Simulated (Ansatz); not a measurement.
Consider PtS2.

Input

```
crystal:
  lattice:
    - [1.7714538046, 1.022749331, 5.3609868421]
    - [-1.7714538046, 1.022749331, 5.3609868421]
    - [0.0, -2.0454986619, 5.3609868421]
  atoms:
    - { symbol: Pt, position: [0.0, 0.0, 0.0] }
    - { symbol: S, position: [0.7435715899, 0.7435715899, 0.7435715899] }
    - { symbol: S, position: [0.2564284101, 0.2564284101, 0.2564284101] }
basis:
  ecutwfc: 420
kpoints:
  mp_grid: { grid: [9, 9, 9] }
hamiltonian:
  xc: pbe
  dispersion: d3bj
scf:
  occupations: { method: gaussian, width: 0.02 }
output:
  forces: true
  stress: true
  eigenvalues: true
  write_density: true
  write_potential: true
  elf: true
  volumetric_format: npy
relax:
  adjacent_minimum: "off"
  f_tol: 0.01
  max_steps: 80
  cell: { stress_tol: 0.05 }
```

Command:

```sh
ansatz run input.yaml --threads 1 --pin off --max-ram 2048MiB --backend cpu --events-out ev --progress --plain --runs-dir out
```

Below, planes, directions and counts refer to the conventional cell (a = 3.54 Å, b = 3.54 Å, c = 16.01 Å, α = 90.00°, β = 90.00°, γ = 120.00°).

The fields are those of the relaxed geometry.

Space group R-3m; a structure generated by program, which may or may not match a known phase.

Level of theory: DFT PBE+D3(BJ), scalar-relativistic, plane waves, PAW (Ansatz 0.2.0).

### Predict the valence pseudo-density and electron localisation function between the atoms.

Pt–S (2.39 Å): ρ is about 0.67 e/Å³ halfway; the ELF peaks at about 0.90 in the valence shell of S, 0.8 Å from its nucleus, and is about 0.45 at the midpoint.

### Does the calculation give a band gap?

It is gapped, with a Kohn–Sham gap of 0.88 eV on the k-point mesh (the band edges may lie off the mesh, which would make the gap smaller).

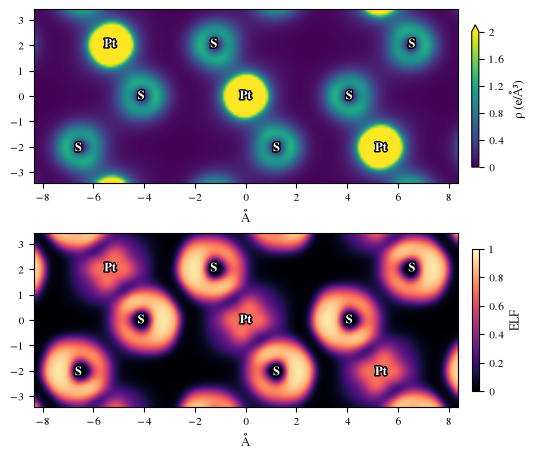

Computed valence pseudo-density and electron localisation function on the (110) plane of the conventional cell, in this order. 

In a PAW calculation such maps are meaningful between the atoms, not at the nuclei.
